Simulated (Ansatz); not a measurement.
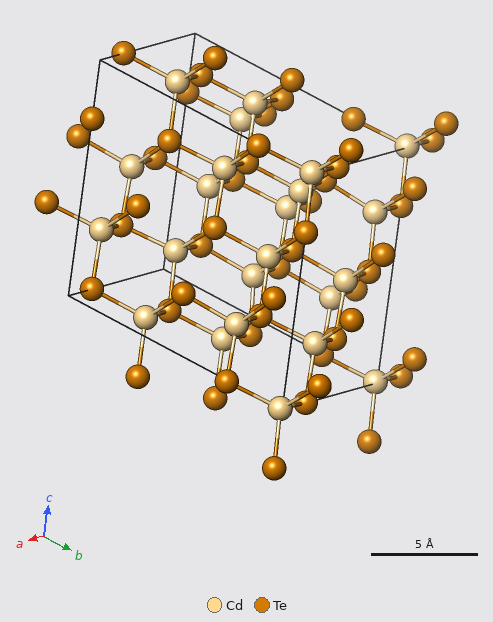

The structure as given in the input (ball-and-stick view of the cell of the calculation, seen slightly off an axis; bonded neighbours outside the cell are drawn too). Near neighbours in the crystal (not all of them lie inside the picture): Cd has 4 Te at 2.81 to 2.90 Å; Te has 3 Cd at 2.81 to 2.87 Å; Te has 4 Cd at 2.88 to 2.90 Å.

Geometry relaxation, with input and output: Cd15Te16 (charge −2) (part 1 of 3)

Cd15Te16 (defect cell, 31 atoms in the cell, total charge −2), computed with DFT PBE, scalar-relativistic, plane waves, PAW, spin-polarised (Ansatz 0.2.0).

The structure derives from a Materials Project entry. It belongs to a series of runs on one base structure; here: V_Cd, charge -2, atoms relaxed at the host's cell.

## Log
```
Engine: ansatz 0.2.0, aarch64-unknown-linux-gnu
Pseudopotentials: kind: paw
Pseudopotential: Cd, paw, valence charge 20, recommended cutoff 420 eV (normal), Cd.paw.azcp
Pseudopotential: Te, paw, valence charge 16, recommended cutoff 420 eV (normal), Te.paw.azcp
Functional definition: PBE
  parameter kappa = 0.804
  parameter beta = 0.06672455060314922
  exchange = pbe_x(kappa = kappa, mu = beta*pi^2/3)
  correlation = pbe_c(beta = beta)
Crystal: 31 atoms, lattice volume = 1160.491 Å³
Basis set: ecut = 420 eV, 22663 PW (Γ), exchange–correlation on 160×160×160 points (8 copies of the dense FFT grid, shifted against one another)
Bands: 336, of which v1, the nominal top of the filled ones, is band 279 counted from 1 (278 counted from 0)
Symmetry: 1 space group operations
Space group: P1 (ITA 1), of the structure as read, at distance tolerance 1.1e-4 Å
Magnetic group: BNS 1.1 (UNI 1), of the structure as read, at distance tolerance 1.1e-4 Å
k-points: 4 of 8 (time reversal used)
Non-local potential: Cd, projectors of the file, l = 0: 3, l = 1: 2, l = 2: 2, l = 3: 1
Non-local potential: Te, projectors of the file, l = 0: 2, l = 1: 2, l = 2: 2, l = 3: 2
PAW form: soft (Blöchl's): semilocal exchange-correlation on the pseudo side does not see the compensation charge
PAW one-centre angular grid: Cd, 590 points (default); XC on 64 Gauss nodes
PAW one-centre angular grid: Te, 590 points (default); XC on 64 Gauss nodes
Initial density: superposition of atomic densities (chi_scale 0.1, normalization cell)
Starting moments: Σ|m| = 2 μB on 4 of 31 sites
Initial wavefunctions: pseudopotential atomic-orbital guess
Functional: x = pbe(κ = 0.804, μ = 0.2195149727645171), c = pbe(β = 0.06672455060314922)
SCF iter   1: F=—  HF=-235502.744948 eV  |F-HF|=—  |Δ(HF+E_count)|=         —  Δρ=1.79e-2 (↑1.79e-2 ↓1.78e-2)  dr2=2.20e1  dr2_m=6.56e-1  M=0.000 μB ∫|m|=0.213 μB  β_m=0.30  ethr=3.10e-3  ⟨swp⟩=6.0  Hψ=9489  notcnv=0  defer=164
preconditioner: auto → Resta (q_TF=auto, 2.415 Å⁻¹)  ε∞=4.3  [insulator: Δε(μ)=2.303 eV  Ē_g=10.061 eV  σ=0.020 eV  W_gap=1.00  n_scr=248 (ndim 8)  ℏωp=18.2 eV  f_vac=0.183  D(μ)=0.00/eV (n_scr^D=0)  ε∞_Penn≈4.3]
spin=Collinear: Resta preconditioning applied to the charge; magnetization (m = ρ↑ − ρ↓) channel mixes plain (no charge-response kernel on spin).
SCF iter   2: F=—  HF=-235498.282760 eV  |F-HF|=—  |Δ(HF+E_count)|=    4.46e0  Δρ=1.10e-2 (↑1.10e-2 ↓1.07e-2)  dr2=8.28e0  dr2_m=3.25e-1  M=0.000 μB ∫|m|=0.169 μB  β_m=0.30  ethr=3.10e-3  ⟨swp⟩=2.0  Hψ=3134  notcnv=0  defer=418
SCF iter   3: F=—  HF=-235496.095296 eV  |F-HF|=—  |Δ(HF+E_count)|=    2.19e0  Δρ=6.64e-3 (↑6.64e-3 ↓6.16e-3)  dr2=7.48e-1  dr2_m=1.61e-1  M=0.000 μB ∫|m|=0.139 μB  β_m=0.30  ethr=1.48e-3  ⟨swp⟩=3.0  Hψ=4144  notcnv=0  defer=418
SCF iter   4: F=—  HF=-235496.026655 eV  |F-HF|=—  |Δ(HF+E_count)|=   6.86e-2  Δρ=3.44e-3 (↑3.27e-3 ↓3.44e-3)  dr2=1.51e-1  dr2_m=8.01e-2  M=0.000 μB ∫|m|=0.107 μB  β_m=0.30  ethr=1.34e-4  ⟨swp⟩=2.0  Hψ=5366  notcnv=0  defer=418
SCF iter   5: F=—  HF=-235495.993447 eV  |F-HF|=—  |Δ(HF+E_count)|=   3.32e-2  Δρ=2.08e-3 (↑2.04e-3 ↓2.08e-3)  dr2=1.93e-2  dr2_m=3.99e-2  M=0.000 μB ∫|m|=0.084 μB  β_m=0.30  ethr=2.70e-5  ⟨swp⟩=2.0  Hψ=3308  notcnv=0  defer=418
SCF iter   6: F=—  HF=-235496.003882 eV  |F-HF|=—  |Δ(HF+E_count)|=   1.04e-2  Δρ=1.38e-3 (↑1.38e-3 ↓1.37e-3)  dr2=2.01e-3  dr2_m=1.99e-2  M=0.000 μB ∫|m|=0.065 μB  β_m=0.30  ethr=3.45e-6  ⟨swp⟩=2.0  Hψ=3324  notcnv=0  defer=418
SCF iter   7: F=—  HF=-235496.006101 eV  |F-HF|=—  |Δ(HF+E_count)|=   2.22e-3  Δρ=9.72e-4 (↑9.72e-4 ↓9.69e-4)  dr2=9.55e-4  dr2_m=9.92e-3  M=0.000 μB ∫|m|=0.050 μB  β_m=0.30  ethr=3.61e-7  ⟨swp⟩=2.4  Hψ=3758  notcnv=0  defer=418
Mixer restart at iter 7: flushing history
spin-set hold released at iteration 7 (site moments contracting): the magnetisation degrees of freedom join the quasi-Newton model from the next iteration; the mixer history was flushed
SCF iter   8: F=—  HF=-235496.007403 eV  |F-HF|=—  |Δ(HF+E_count)|=   1.30e-3  Δρ=6.90e-4 (↑6.90e-4 ↓6.84e-4)  dr2=5.78e-4  dr2_m=4.95e-3  M=0.000 μB ∫|m|=0.039 μB  β_m=0.65  ethr=1.71e-7  ⟨swp⟩=1.6  Hψ=2410  notcnv=0  defer=418
SCF iter   9: F=—  HF=-235496.009234 eV  |F-HF|=—  |Δ(HF+E_count)|=   1.83e-3  Δρ=3.31e-5 (↑3.31e-5 ↓2.94e-5)  dr2=7.52e-5  dr2_m=3.42e-6  M=0.000 μB ∫|m|=0.007 μB  β_m=0.82  ethr=1.04e-7  ⟨swp⟩=2.0  Hψ=3382  notcnv=0  defer=418
SCF iter  10: F=—  HF=-235496.009357 eV  |F-HF|=—  |Δ(HF+E_count)|=   1.24e-4  Δρ=1.47e-5 (↑1.47e-5 ↓1.37e-5)  dr2=2.11e-5  dr2_m=2.75e-7  M=0.000 μB ∫|m|=0.002 μB  β_m=0.91  ethr=4.03e-9  ⟨swp⟩=19.8  Hψ=27793  notcnv=0
SCF iter  11: F=-235496.009404 eV  HF=-235496.009404 eV  |F-HF|=3.20e-8  |Δ(HF+E_count)|=   4.67e-5  Δρ=5.62e-6 (↑5.62e-6 ↓5.18e-6)  dr2=1.85e-6  dr2_m=3.99e-8  M=0.000 μB ∫|m|=0.001 μB  ethr=3.79e-9  ⟨swp⟩=10.0  Hψ=19988  notcnv=0
WARN: the starting moments were not kept: the SCF closed with an absolute magnetisation of 7.7e-4 μB, where they sum to 2 μB in size (4 sites). That is at most 0.1 of that sum. Measured as dr2_m measures the in/out step, that magnetisation stands 6.0e-9 eV from none, at or under the dr2_threshold of 2.3e-5 eV: it is no larger than a step whose dr2_m would equal this threshold. The system may hold no moment; this SCF shows only that its start led to no more than that. To try another start: raise the starting moments (crystal.atoms[].spin, magnetization.per_species, magnetization.initial_magnetization, or on a non-collinear deck that types none of these the spinor_matrix: blocks that start its atoms; where the total moment is fixed, keep their sum and leave initial_magnetization as it is; typed ones take the place of any that the run laid by itself, positive ones on a crystal's lanthanoids without a Hubbard term where scf.initial_density.shell_occupations: [] is typed) or, if the notice of its spin-set hold's release reads "site moments contracting" or "site moments show no strong build", lengthen the hold (scf.mixing.spin_hold: { on: { confirm: 4 } }; for m-r²SCAN on two components see the key's manual first). Each may lead to a state that holds a moment. A second SCF, from the converged charge density, with the starting moments and any scf.initial_density.shell_occupations laid on it anew, would have followed, and was not run: the deck does not ask for one (magnetization.retry_lost_moments is false, the default). To let it run, set magnetization.retry_lost_moments: true and run the deck again, where that key's refused combinations let it; where memory then withholds it, that run's warning says so.
SCF 1 converged in 11 iterations: F = -235496.009404 eV  dr2 = 1.85e-6
  greatest PAW one-centre occupation: 1.000 electrons in one spin orbital (limit 2), on the Cd atom at site 14 (counted from 0), in its partial waves of l = 0
relax step   1: F+E_penalty+E_count = -235496.00940409 eV  Δ(F+E_penalty+E_count) = +0.000e0 eV  max|allowed force component| = 1.335e-1 eV/Å  Δτ_max = 0.0000 Å  (11 SCF iters, dr2 threshold 2.25e-5 eV, accepted)
Initial density: handed on by an earlier stage of this run
Starting moments: Σ|m| = 2 μB on 4 of 31 sites; this step starts from the density that it was given
Initial wavefunctions: those handed on with the density
iter 1 solved again at ethr=1.35e-5 eV; its pass at ethr=3.10e-3 eV (dr2=7.54e-2 eV) is discarded
SCF iter   1: F=—  HF=-235496.038695 eV  |F-HF|=—  |Δ(HF+E_count)|=         —  Δρ=1.29e-3 (↑1.29e-3 ↓1.02e-3)  dr2=7.48e-2  dr2_m=7.13e-3  M=0.000 μB ∫|m|=0.021 μB  β_m=0.30  ethr=1.35e-5  ⟨swp⟩=2.0  Hψ=7766  notcnv=0  defer=418
preconditioner: auto → Resta (q_TF=auto, 2.415 Å⁻¹)  ε∞=3.8  [insulator: Δε(μ)=1.984 eV  Ē_g=10.812 eV  σ=0.020 eV  W_gap=1.00  n_scr=248 (ndim 8)  ℏωp=18.2 eV  f_vac=0.195  D(μ)=0.00/eV (n_scr^D=0)  ε∞_Penn≈3.8]
spin=Collinear: Resta preconditioning applied to the charge; magnetization (m = ρ↑ − ρ↓) channel mixes plain (no charge-response kernel on spin).
SCF iter   2: F=—  HF=-235496.029331 eV  |F-HF|=—  |Δ(HF+E_count)|=   9.36e-3  Δρ=8.91e-4 (↑8.91e-4 ↓7.40e-4)  dr2=3.18e-2  dr2_m=3.66e-3  M=0.000 μB ∫|m|=0.016 μB  β_m=0.59  ethr=1.34e-5  ⟨swp⟩=2.0  Hψ=2441  notcnv=0  defer=418
SCF iter   3: F=—  HF=-235496.024315 eV  |F-HF|=—  |Δ(HF+E_count)|=   5.02e-3  Δρ=1.75e-4 (↑1.74e-4 ↓1.75e-4)  dr2=1.18e-3  dr2_m=7.44e-5  M=0.000 μB ∫|m|=0.005 μB  β_m=0.73  ethr=5.69e-6  ⟨swp⟩=2.5  Hψ=3446  notcnv=0  defer=418
SCF iter   4: F=—  HF=-235496.024494 eV  |F-HF|=—  |Δ(HF+E_count)|=   1.78e-4  Δρ=4.41e-5 (↑4.41e-5 ↓4.28e-5)  dr2=1.71e-4  dr2_m=2.11e-7  M=0.000 μB ∫|m|=0.001 μB  β_m=0.78  ethr=2.11e-7  ⟨swp⟩=2.0  Hψ=3454  notcnv=0  defer=418
SCF iter   5: F=—  HF=-235496.024841 eV  |F-HF|=—  |Δ(HF+E_count)|=   3.47e-4  Δρ=1.64e-5 (↑1.64e-5 ↓1.61e-5)  dr2=1.76e-5  dr2_m=5.04e-7  M=0.000 μB ∫|m|=0.000 μB  β_m=0.89  ethr=3.06e-8  ⟨swp⟩=2.0  Hψ=3616  notcnv=0  defer=418
SCF iter   6: F=—  HF=-235496.024861 eV  |F-HF|=—  |Δ(HF+E_count)|=   2.02e-5  Δρ=6.59e-6 (↑6.59e-6 ↓6.59e-6)  dr2=2.03e-6  dr2_m=3.01e-9  M=0.000 μB ∫|m|=0.000 μB  β_m=0.84  ethr=3.15e-9  ⟨swp⟩=2.0  Hψ=3382  notcnv=0  defer=418
SCF iter   7: F=-235496.024862 eV  HF=-235496.024862 eV  |F-HF|=2.62e-7  |Δ(HF+E_count)|=   8.48e-7  Δρ=2.33e-6 (↑2.33e-6 ↓2.31e-6)  dr2=2.97e-7  dr2_m=1.17e-9  M=0.000 μB ∫|m|=0.000 μB  ethr=2.00e-10  ⟨swp⟩=16.4  Hψ=19661  notcnv=0
the starting moments were not kept: the SCF closed with an absolute magnetisation of 2.6e-5 μB, where they sum to 2 μB in size (4 sites). That is at most 0.1 of that sum. Measured as dr2_m measures the in/out step, that magnetisation stands 1.1e-11 eV from none, at or under the dr2_threshold of 1.1e-6 eV: it is no larger than a step whose dr2_m would equal this threshold.
SCF 2 converged in 7 iterations: F = -235496.024862 eV  dr2 = 2.97e-7
  greatest PAW one-centre occupation: 1.000 electrons in one spin orbital (limit 2), on the Cd atom at site 10 (counted from 0), in its partial waves of l = 0
relax step   2: F+E_penalty+E_count = -235496.02486213 eV  Δ(F+E_penalty+E_count) = -1.546e-2 eV  max|allowed force component| = 1.031e-1 eV/Å  Δτ_max = 0.0766 Å  (7 SCF iters, dr2 threshold 1.11e-6 eV, accepted)
SCF iter   1: F=—  HF=-235496.033876 eV  |F-HF|=—  |Δ(HF+E_count)|=         —  Δρ=5.27e-4 (↑5.27e-4 ↓4.13e-4)  dr2=9.22e-3  dr2_m=1.40e-3  M=0.000 μB ∫|m|=0.009 μB  β_m=0.30  ethr=1.90e-5  ⟨swp⟩=3.8  Hψ=4511  notcnv=0  defer=412
preconditioner: auto → Resta (q_TF=auto, 2.415 Å⁻¹)  ε∞=3.8  [insulator: Δε(μ)=2.037 eV  Ē_g=10.820 eV  σ=0.020 eV  W_gap=1.00  n_scr=248 (ndim 8)  ℏωp=18.2 eV  f_vac=0.196  D(μ)=0.00/eV (n_scr^D=0)  ε∞_Penn≈3.8]
spin=Collinear: Resta preconditioning applied to the charge; magnetization (m = ρ↑ − ρ↓) channel mixes plain (no charge-response kernel on spin).
SCF iter   2: F=—  HF=-235496.032995 eV  |F-HF|=—  |Δ(HF+E_count)|=   8.82e-4  Δρ=3.66e-4 (↑3.66e-4 ↓3.00e-4)  dr2=3.85e-3  dr2_m=7.15e-4  M=0.000 μB ∫|m|=0.007 μB  β_m=0.60  ethr=1.65e-6  ⟨swp⟩=1.0  Hψ=3096  notcnv=0  defer=412
SCF iter   3: F=—  HF=-235496.032642 eV  |F-HF|=—  |Δ(HF+E_count)|=   3.53e-4  Δρ=6.50e-5 (↑6.36e-5 ↓6.50e-5)  dr2=1.30e-4  dr2_m=1.37e-5  M=0.000 μB ∫|m|=0.002 μB  β_m=0.74  ethr=6.90e-7  ⟨swp⟩=2.4  Hψ=3599  notcnv=0  defer=412
SCF iter   4: F=—  HF=-235496.032614 eV  |F-HF|=—  |Δ(HF+E_count)|=   2.77e-5  Δρ=1.42e-5 (↑1.42e-5 ↓1.38e-5)  dr2=1.59e-5  dr2_m=3.04e-8  M=0.000 μB ∫|m|=0.000 μB  β_m=0.78  ethr=2.34e-8  ⟨swp⟩=2.0  Hψ=3920  notcnv=0  defer=412
SCF iter   5: F=—  HF=-235496.032944 eV  |F-HF|=—  |Δ(HF+E_count)|=   3.30e-4  Δρ=5.46e-6 (↑5.46e-6 ↓5.32e-6)  dr2=1.86e-6  dr2_m=7.12e-8  M=0.000 μB ∫|m|=0.000 μB  β_m=0.89  ethr=2.86e-9  ⟨swp⟩=2.0  Hψ=3301  notcnv=0  defer=412
SCF iter   6: F=—  HF=-235496.032946 eV  |F-HF|=—  |Δ(HF+E_count)|=   2.03e-6  Δρ=2.32e-6 (↑2.30e-6 ↓2.32e-6)  dr2=2.54e-7  dr2_m=6.61e-10  M=0.000 μB ∫|m|=0.000 μB  β_m=0.84  ethr=3.33e-10  ⟨swp⟩=2.0  Hψ=4003  notcnv=0  defer=412
SCF iter   7: F=-235496.032946 eV  HF=-235496.032946 eV  |F-HF|=3.17e-8  |Δ(HF+E_count)|=   1.21e-7  Δρ=7.84e-7 (↑7.84e-7 ↓7.69e-7)  dr2=3.05e-8  dr2_m=1.73e-10  M=0.000 μB ∫|m|=0.000 μB  ethr=1.79e-11  ⟨swp⟩=15.4  Hψ=18642  notcnv=0
the starting moments were not kept: the SCF closed with an absolute magnetisation of 9.5e-6 μB, where they sum to 2 μB in size (4 sites). That is at most 0.1 of that sum. Measured as dr2_m measures the in/out step, that magnetisation stands 1.7e-12 eV from none, at or under the dr2_threshold of 1.0e-7 eV: it is no larger than a step whose dr2_m would equal this threshold.
SCF 3 converged in 7 iterations: F = -235496.032946 eV  dr2 = 3.05e-8
  greatest PAW one-centre occupation: 1.000 electrons in one spin orbital (limit 2), on the Cd atom at site 4 (counted from 0), in its partial waves of l = 0
relax step   3: F+E_penalty+E_count = -235496.03294617 eV  Δ(F+E_penalty+E_count) = -8.084e-3 eV  max|allowed force component| = 9.315e-3 eV/Å  Δτ_max = 0.0364 Å  (7 SCF iters, accepted)
```

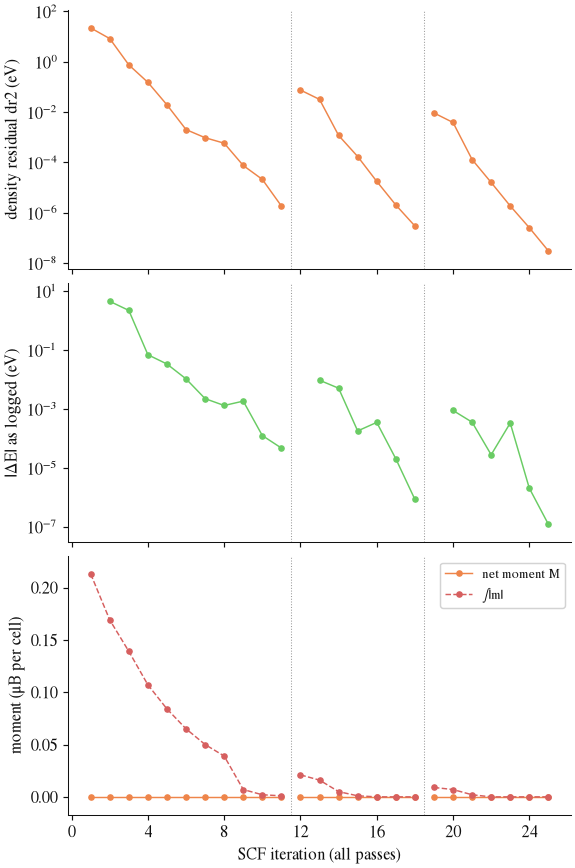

Convergence of the self-consistent field: density residual dr2, size of the energy change and magnetic moment against the SCF iteration. The dotted lines part the SCF passes of the relaxation: geometry steps, rejected trials and re-solves on a re-selected basis. The passes take 11, 7 and 7 iterations. The net moment stays at 0.0 μB per cell, and ∫|m| falls to zero.

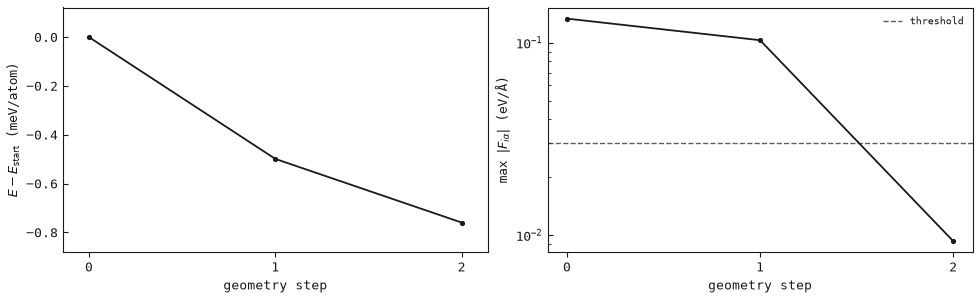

Progress of the relaxation, step by step (the first geometry is step 0 here and step 1 in the log).

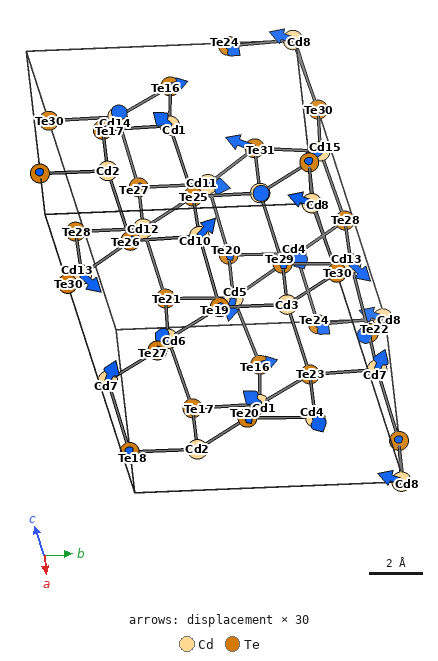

The starting structure with the displacements as blue arrows, magnified 30 times (ball-and-stick view of the cell of the calculation, seen at an oblique angle). The largest move is that of Te31, 0.041 Å. By element the largest moves are Te 0.041 Å, Cd 0.035 Å. The cell stays as it was. Among the contacts that change: Cd11–Te31 2.866 → 2.821 Å, Cd8–Te24 2.851 → 2.821 Å, Cd1–Te16 2.839 → 2.821 Å, Cd10–Te19 2.903 → 2.918 Å. Over 2 geometry steps the energy falls by 0.8 meV per atom. The largest force component goes from 0.13 to 0.0093 eV/Å. (Atoms are counted from 1 in the order of the input.)

```
SCF converged after 7 iterations
Magnetization: 0.0000 μB (279.0000 up, 279.0000 down)
Absolute magnetization: 0.0000 μB (∫|ρ↑−ρ↓|, with the PAW one-centre terms)
Spin contamination: 0.0000 ħ² per cell (⟨S²⟩ above its minimum at these occupations)
Per-site moments (μB) at R_I (Å): [(2.048235242705077e-8, 1.1635653732956024), (9.179711747122106e-9, 1.187772112781454), (7.512441176308653e-10, 1.187855039746528), (9.844438003275987e-9, 1.1632775786065568), (2.3606752128730378e-8, 1.1633669560940372), (2.8215796995730822e-8, 1.1634644405468078), (1.124465122817287e-8, 1.1632003826918234), (3.1723751433157856e-8, 1.163678049529959), (1.5242988617699358e-8, 1.1633918002738262), (8.926339007953296e-9, 1.1632322491297276), (4.1878854462545774e-8, 1.163810425888452), (-2.004233750887564e-9, 1.187889574141793), (2.0023619034167243e-8, 1.1635508138460435), (7.015622825755464e-9, 1.1632628131801073), (-1.9387694503777957e-8, 1.1629524773729114), (-1.1492407814213238e-7, 1.1632628131801073), (1.7465163160672307e-8, 1.1878168776921127), (1.9560954946079356e-8, 1.187772112781454), (8.719197707821263e-9, 1.188016644201051), (2.1491121687813176e-8, 1.1878088737043064), (5.36402158251021e-9, 1.187920345922762), (-1.2886474896276012e-7, 1.1632003826918234), (6.177217895142749e-9, 1.187855039746528), (-1.012411672224759e-7, 1.1632322491297276), (5.048346823192859e-9, 1.187889574141793), (1.3446001447693182e-8, 1.1879571111027787), (-2.147468100417556e-9, 1.1880615400335834), (-4.0657430550063715e-9, 1.1879645164847308), (7.960341731182406e-9, 1.1879222198779866), (3.1473839361342443e-9, 1.1878901150292418), (-5.454177614985335e-8, 1.1629524773729114)]
Free energy (F): -235496.032946 eV
Harris-Foulkes:  -235496.032946 eV  (|F-HF|=3.17e-8)
Internal energy: -235496.032946 eV  (E = F + TS)
E sigma→0 (E₀):  -235496.032946 eV
Fermi energy:    7.113232 eV
--- Per-component energies (eV) ---
  E_band       = -12683.904325
  E_kinetic    = 10461.378030
  E_local      = -86338.200255  (includes V_loc(G=0)·N_el)
  E_nonlocal   = -4460.011622
  E_hartree    = 43420.972093
  E_xc         = -4643.996199
  E_vxc        = -4995.308580  (∫ρ·V_xc dr)
  E_paw        = -135853.534583  (= ΣΔE_a)
  E_vpaw       = -14193.726450  (= ΣTr[D̂ρ^β])
  E_aug_tail   = -0.002602  (compensation charges beyond the density's cutoff)
  E_ewald      = -58082.637809
  E_smearing   = -0.000000  (= −TS)
  E_closure    = -0.000000  (closes the sum)
  E_deformation_potential = -23.022087  (in the stress; not in F)
  Σ components = -235496.032946   (vs F -235496.032946, Δ=0.00e0)
```
